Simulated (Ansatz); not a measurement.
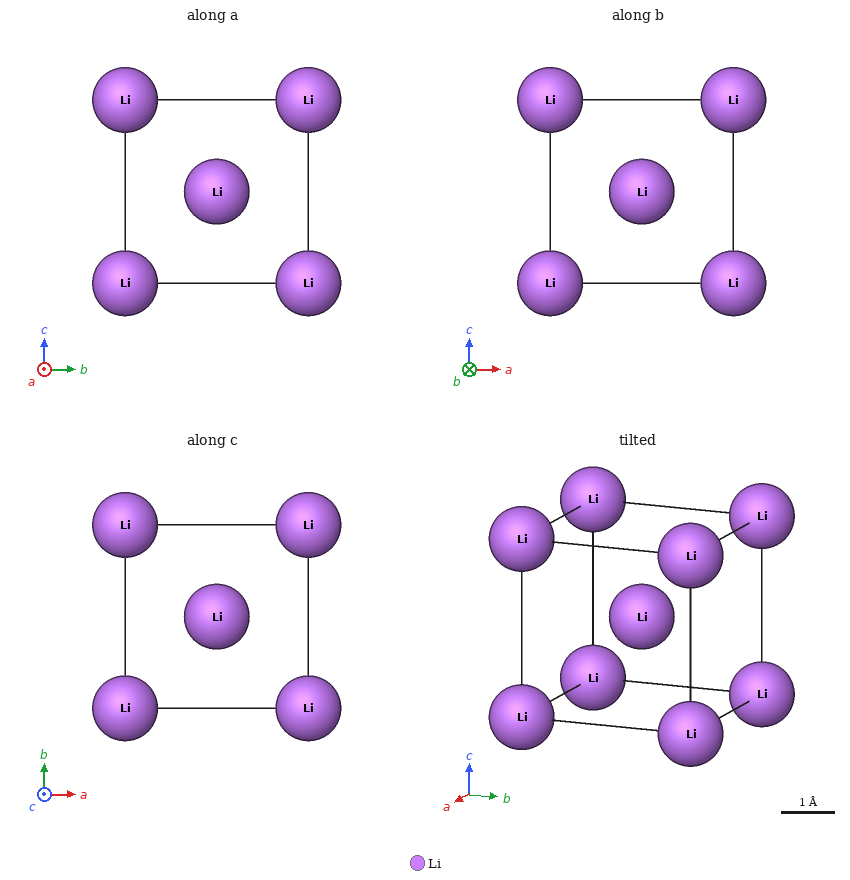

Drawn in the spheres-only manner and seen along the a axis, along the b axis, along the c axis and slightly off an axis. The wireframe shows the conventional unit cell.

Lattice parameters: a = 3.466 Å, b = 3.466 Å, c = 3.466 Å, α = 90.00°, β = 90.00°, γ = 90.00°. Put a along x and b in the xy plane.

Question: From the views, write a POSCAR file.

Answer:
```
Li
1.0
     3.466    0.000    0.000
     0.000    3.466    0.000
     0.000    0.000    3.466
Li
2
Direct
  0.0000 0.0000 0.0000
  0.5000 0.5000 0.5000
```

It goes back to the standard structure of this element. The cell was then strained or its atoms displaced on purpose. It was the input of a calculation with Ansatz.
